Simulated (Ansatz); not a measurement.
System: BaS, space group Fm-3m, 2 atoms in the cell, rocksalt type.

```xyz
2
Lattice="0.0000 3.2118 3.2118 3.2118 0.0000 3.2118 3.2118 3.2118 0.0000" Properties=species:S:1:pos:R:3 pbc="T T T"
Ba    0.0000    0.0000    0.0000
S     3.2118    3.2118    3.2118
```

Method: DFT, PBE with spin-orbit coupling, plane waves, PAW, 8×8×8 k mesh, 420 eV cutoff (Ansatz 0.2.0).

Predict the main features of the density of states.

There is a gap; over the k points computed it is 2.19 eV (indirect; the smallest direct gap is 2.27 eV). The upper group of valence states starts about 1.9 eV under the valence-band top (which lies at −1.1 eV on this axis), with a gap beneath it; it holds about 6 electrons a cell. Within the window shown, the tallest peak of the filled states lies 0.6 eV under the valence-band top, at about 5.9 states per eV and cell.

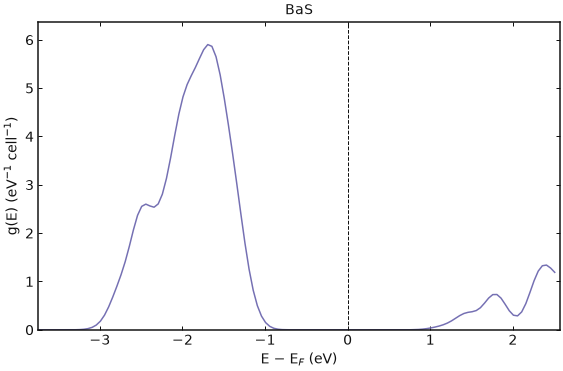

Density of states. Energies are counted from the Fermi level, put mid-gap where there is a gap. The curve is built from the levels of the k mesh with Gaussians 0.3 eV wide, which also blur the band edges.
